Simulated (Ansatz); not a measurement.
# Two runs on WS2

System: WS2 (P6₃/mmc, 6 atoms in the cell).
Method of run A: DFT, PBE, plane waves, PAW, no spin polarisation (Ansatz 0.2.0).

The structure was made by swapping elements on the sites of another compound; it need not be a known phase. Text and figures count atoms from 1; the logs count them from 0 in places.

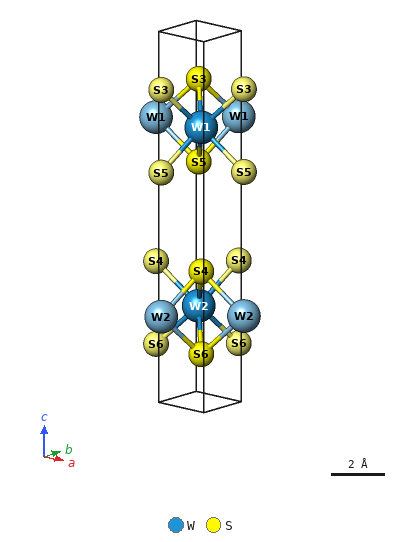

The starting structure (ball-and-stick view of the cell of the calculation, seen slightly off an axis; neighbours outside the cell are drawn fainter; atoms are numbered from 1 in the order of the input).

**Input, run A**
```yaml
crystal:
  lattice:
    - [3.1528147155, 0.0, 0.0]
    - [-1.5764073577, 2.730417637, 0.0]
    - [0.0, 0.0, 14.2820145019]
  atoms:
    - { symbol: W, position: [0.6666666667, 0.3333333333, 0.75] }
    - { symbol: W, position: [0.3333333333, 0.6666666667, 0.25] }
    - { symbol: S, position: [0.3333333333, 0.6666666667, 0.861543119] }
    - { symbol: S, position: [0.6666666667, 0.3333333333, 0.361543119] }
    - { symbol: S, position: [0.3333333333, 0.6666666667, 0.638456881] }
    - { symbol: S, position: [0.6666666667, 0.3333333333, 0.138456881] }
basis:
  ecutwfc: 420
  precision: f64
  ecutrho_ratio: 6
kpoints:
  mp_grid: { grid: [12, 12, 2] }
hamiltonian:
  xc: pbe
scf:
  occupations: { method: gaussian, width: 0.02 }
  eigensolver: { kind: davidson }
  mixing: { algorithm: msr1, beta: 0.7, ndim: 8 }
output:
  forces: true
  eigenvalues: true
  stress: true
relax:
  adjacent_minimum: "off"
  f_tol: 0.01
  max_steps: 60
  cell: { stress_tol: 0.1 }
```

Command:
```bash
ansatz run input.yaml --threads 1 --pin off --max-ram 2560MiB --backend cpu --events-out ev --progress --plain --runs-dir out
```

Hardware: 1 thread of Intel Xeon (Granite Rapids), 32 GiB of memory available, shared host.

**Output, shortened to warnings, some set-up lines, iterations and results (run A)**
```
Basis set: ecut = 420 eV, 2387 PW (Γ), exchange–correlation on 54×54×240 points (8 copies of the dense FFT grid, shifted against one another)
Symmetry: 24 space group operations
k-points: 38 of 288
Initial density: superposition of atomic densities (neutral atoms: chi_scale 0, normalization atom), corrected by the library's trained network
[...]
SCF iter   1: F=—  HF=-24382.849403 eV  |F-HF|=—  |Δ(HF+E_count)|=         —  Δρ=5.85e-3  dr2=7.34e-2  ethr=1.77e-3  ⟨swp⟩=5.6  Hψ=5099  notcnv=0
SCF iter   2: F=—  HF=-24382.853386 eV  |F-HF|=—  |Δ(HF+E_count)|=   3.98e-3  Δρ=3.08e-3  dr2=1.59e-2  ethr=1.41e-4  ⟨swp⟩=4.5  Hψ=3297  notcnv=0  defer=3
SCF iter   3: F=—  HF=-24382.852337 eV  |F-HF|=—  |Δ(HF+E_count)|=   1.05e-3  Δρ=1.23e-3  dr2=1.91e-3  ethr=3.05e-5  ⟨swp⟩=3.6  Hψ=2860  notcnv=0
SCF iter   4: F=—  HF=-24382.853344 eV  |F-HF|=—  |Δ(HF+E_count)|=   1.01e-3  Δρ=2.76e-4  dr2=2.60e-4  ethr=3.68e-6  ⟨swp⟩=3.0  Hψ=2798  notcnv=0
SCF iter   5: F=—  HF=-24382.853410 eV  |F-HF|=—  |Δ(HF+E_count)|=   6.60e-5  Δρ=8.78e-5  dr2=2.03e-5  ethr=3.62e-8  ⟨swp⟩=3.0  Hψ=4963  notcnv=0
[... 73 lines ...]
SCF iter   4: F=—  HF=-24382.882942 eV  |F-HF|=—  |Δ(HF+E_count)|=   1.30e-6  Δρ=4.04e-6  dr2=3.72e-9  ethr=2.07e-10  ⟨swp⟩=3.0  Hψ=2851  notcnv=0
SCF iter   5: F=—  HF=-24382.882942 eV  |F-HF|=—  |Δ(HF+E_count)|=   4.68e-8  Δρ=6.94e-7  dr2=3.31e-10  ethr=7.15e-12  ⟨swp⟩=3.4  Hψ=2614  notcnv=0
SCF iter   6: F=-24382.882942 eV  HF=-24382.882942 eV  |F-HF|=2.91e-11  |Δ(HF+E_count)|=  8.00e-11  Δρ=1.09e-7  dr2=2.30e-11  ethr=1.00e-12  ⟨swp⟩=2.7  Hψ=2275  notcnv=0
SCF 9 converged in 6 iterations: F = -24382.882942 eV  dr2 = 2.30e-11
relax step   9: F+E_penalty+E_count = -24382.88294184 eV  Δ(F+E_penalty+E_count) = -1.194e-3 eV  max|allowed force component| = 3.195e-3 eV/Å  Δτ_max = 0.0000 Å  P = +0.015 …
basis re-selected at this cell: Δ(F+E_penalty+E_count) = -1.194e-3 eV, ΔP = +0.002 GPa vs the last step (what re-selecting the basis moved, of the pressure what is left beyond the Pulay correction that the steps carried, after the strain that the cell walked since its last selection, with what the …
SCF converged after 6 iterations
Free energy (F): -24382.882942 eV
Harris-Foulkes:  -24382.882942 eV  (|F-HF|=2.91e-11)
Internal energy: -24382.882942 eV  (E = F + TS)
E sigma→0 (E₀):  -24382.882942 eV
Fermi energy:    9.027944 eV
--- Per-component energies (eV) ---
  E_band       = -529.803655
  E_kinetic    = 1330.007982
  E_local      = -5356.303331  (includes V_loc(G=0)·N_el)
  E_nonlocal   = 114.494854
  E_hartree    = 2240.344671
  E_xc         = -923.288854
  E_vxc        = -828.650760  (∫ρ·V_xc dr)
  E_paw        = -19526.114022  (= ΣΔE_a)
  E_vpaw       = -270.041682  (= ΣTr[D̂ρ^β])
  E_aug_tail   = -0.000034  (compensation charges beyond the density's cutoff)
  E_ewald      = -2262.024209
  E_smearing   = -0.000000  (= −TS)
  E_closure    = 0.000000  (closes the sum)
  Σ components = -24382.882942   (vs F -24382.882942, Δ=0.00e0)
--- Forces (eV/Å), atoms counted from 1 ---
  atom   1  W      0.00000000    -0.00000000     0.00000000
  atom   2  W     -0.00000000     0.00000000     0.00000000
  atom   3  S     -0.00000000     0.00000000     0.00319511
  atom   4  S      0.00000000    -0.00000000     0.00319511
  atom   5  S     -0.00000000     0.00000000    -0.00319511
  atom   6  S      0.00000000    -0.00000000    -0.00319511
  max |Σ_I F_I| component: 6.94e-18 eV/Å
--- Stress (GPa, compression-positive) ---
        0.004584      -0.000000       0.000000
        0.000000       0.004584       0.000000
        0.000000       0.000000       0.036647
  P = ⅓ Tr σ = 0.0153 GPa (0.153 kbar)
--- Relaxed structure (8 steps of the walk, 7 accepted, 1 SCFs on fresh bases) ---
  F+E_penalty+E_count = -24382.88294184 eV   max|allowed force component| = 3.195e-3 eV/Å   (the final SCF, on the basis selected at the relaxed cell)
  cell:  # Å, volume = 130.1959 Å³
[...]
```

For run B the input was changed thus:
```diff
-  precision: f64
-  ecutrho_ratio: 6
-  eigensolver: { kind: davidson }
-  mixing: { algorithm: msr1, beta: 0.7, ndim: 8 }
+  write_density: true
+  write_potential: true
+  elf: true
+  volumetric_format: npy
```

What does this change do to the results?

The energy doesn't change within 0.01 meV per atom. The SCF takes 61 iterations over all geometry steps against 65.

**Output, shortened to warnings, some set-up lines, iterations and results (run B)**
```
Basis set: ecut = 420 eV, 2387 PW (Γ), exchange–correlation on 48×48×192 points (8 copies of the dense FFT grid, shifted against one another)
Symmetry: 24 space group operations
k-points: 38 of 288
Initial density: superposition of atomic densities (neutral atoms: chi_scale 0, normalization atom), corrected by the library's trained network
[...]
SCF iter   1: F=—  HF=-24382.850166 eV  |F-HF|=—  |Δ(HF+E_count)|=         —  Δρ=5.75e-3  dr2=6.91e-2  ethr=1.77e-3  ⟨swp⟩=7.0  Hψ=5790  notcnv=0
SCF iter   2: F=—  HF=-24382.848960 eV  |F-HF|=—  |Δ(HF+E_count)|=   1.21e-3  Δρ=2.91e-3  dr2=6.18e-3  ethr=1.33e-4  ⟨swp⟩=2.7  Hψ=2069  notcnv=0  defer=61
SCF iter   3: F=—  HF=-24382.851940 eV  |F-HF|=—  |Δ(HF+E_count)|=   2.98e-3  Δρ=1.45e-3  dr2=2.18e-3  ethr=1.19e-5  ⟨swp⟩=2.2  Hψ=1745  notcnv=0  defer=61
SCF iter   4: F=—  HF=-24382.853356 eV  |F-HF|=—  |Δ(HF+E_count)|=   1.42e-3  Δρ=2.02e-4  dr2=1.08e-4  ethr=4.19e-6  ⟨swp⟩=2.0  Hψ=1825  notcnv=0  defer=61
SCF iter   5: F=—  HF=-24382.853409 eV  |F-HF|=—  |Δ(HF+E_count)|=   5.31e-5  Δρ=7.19e-5  dr2=1.52e-5  ethr=2.08e-7  ⟨swp⟩=2.0  Hψ=1823  notcnv=0  defer=61
[... 69 lines ...]
SCF iter   2: F=—  HF=-24382.882706 eV  |F-HF|=—  |Δ(HF+E_count)|=   5.94e-4  Δρ=7.69e-5  dr2=4.55e-7  ethr=3.40e-9  ⟨swp⟩=3.0  Hψ=2517  notcnv=0
SCF iter   3: F=—  HF=-24382.882927 eV  |F-HF|=—  |Δ(HF+E_count)|=   2.21e-4  Δρ=2.25e-6  dr2=1.46e-9  ethr=8.74e-10  ⟨swp⟩=2.2  Hψ=2256  notcnv=0
SCF iter   4: F=-24382.882927 eV  HF=-24382.882927 eV  |F-HF|=2.73e-10  |Δ(HF+E_count)|=   2.85e-8  Δρ=3.08e-7  dr2=7.47e-11  ethr=1.00e-12  ⟨swp⟩=9.9  Hψ=7936  notcnv=0
SCF 9 converged in 4 iterations: F = -24382.882927 eV  dr2 = 7.47e-11
relax step   9: F+E_penalty+E_count = -24382.88292735 eV  Δ(F+E_penalty+E_count) = -1.188e-3 eV  max|allowed force component| = 3.131e-3 eV/Å  Δτ_max = 0.0000 Å  P = +0.016 …
basis re-selected at this cell: Δ(F+E_penalty+E_count) = -1.188e-3 eV, ΔP = +0.002 GPa vs the last step (what re-selecting the basis moved, of the pressure what is left beyond the Pulay correction that the steps carried, after the strain that the cell walked since its last selection, with what the …
SCF converged after 4 iterations
Free energy (F): -24382.882927 eV
Harris-Foulkes:  -24382.882927 eV  (|F-HF|=2.73e-10)
Internal energy: -24382.882927 eV  (E = F + TS)
E sigma→0 (E₀):  -24382.882927 eV
Fermi energy:    9.030100 eV
--- Per-component energies (eV) ---
  E_band       = -529.697996
  E_kinetic    = 1330.008640
  E_local      = -5354.597519  (includes V_loc(G=0)·N_el)
  E_nonlocal   = 114.494898
  E_hartree    = 2239.544313
  E_xc         = -923.289157
  E_vxc        = -828.651243  (∫ρ·V_xc dr)
  E_paw        = -19526.114053  (= ΣΔE_a)
  E_vpaw       = -270.041712  (= ΣTr[D̂ρ^β])
  E_aug_tail   = -0.000119  (compensation charges beyond the density's cutoff)
  E_ewald      = -2262.929930
  E_smearing   = -0.000000  (= −TS)
  E_closure    = 0.000000  (closes the sum)
  Σ components = -24382.882927   (vs F -24382.882927, Δ=0.00e0)
--- Forces (eV/Å), atoms counted from 1 ---
  atom   1  W      0.00000000     0.00000000     0.00000000
  atom   2  W     -0.00000000    -0.00000000    -0.00000000
  atom   3  S     -0.00000000     0.00000000     0.00313114
  atom   4  S      0.00000000    -0.00000000     0.00313114
  atom   5  S     -0.00000000     0.00000000    -0.00313114
  atom   6  S      0.00000000    -0.00000000    -0.00313114
  max |Σ_I F_I| component: 1.39e-17 eV/Å
--- Stress (GPa, compression-positive) ---
        0.005504      -0.000000      -0.000000
       -0.000000       0.005504       0.000000
       -0.000000       0.000000       0.036452
  P = ⅓ Tr σ = 0.0158 GPa (0.158 kbar)
--- Relaxed structure (8 steps of the walk, 7 accepted, 1 SCFs on fresh bases) ---
  F+E_penalty+E_count = -24382.88292735 eV   max|allowed force component| = 3.131e-3 eV/Å   (the final SCF, on the basis selected at the relaxed cell)
  cell:  # Å, volume = 130.1767 Å³
    - [3.187809974198265, -2.91879845250009e-11, 0.0]
[...]
```

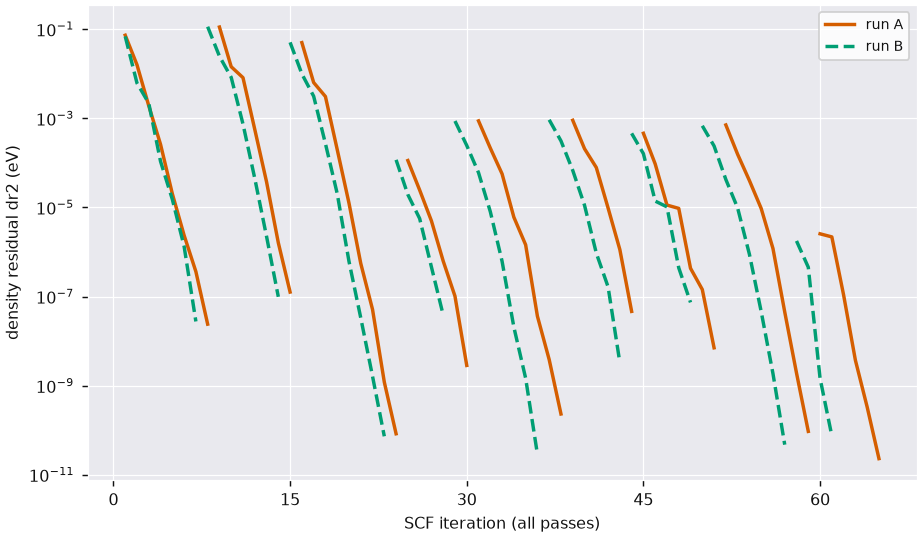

Convergence of the two runs: density residual dr2 against the SCF iteration. A break in a curve parts two SCF passes. Run A takes 65 iterations in all, and run B takes 61.

**The two runs side by side**

```tsv
quantity	run A	run B
outcome	converged	converged
free energy per atom (eV)	−4063.8138	−4063.8138
gap on the mesh (eV)	1.62	1.62
pressure (GPa)	0.02	0.02
largest force (eV/Å)	0.003	0.003
SCF iterations	65	61
irreducible k-points	38	38
wall time (shared host)	51 s	48 s
```

For both runs: Spin–orbit coupling is left out, which matters for W.
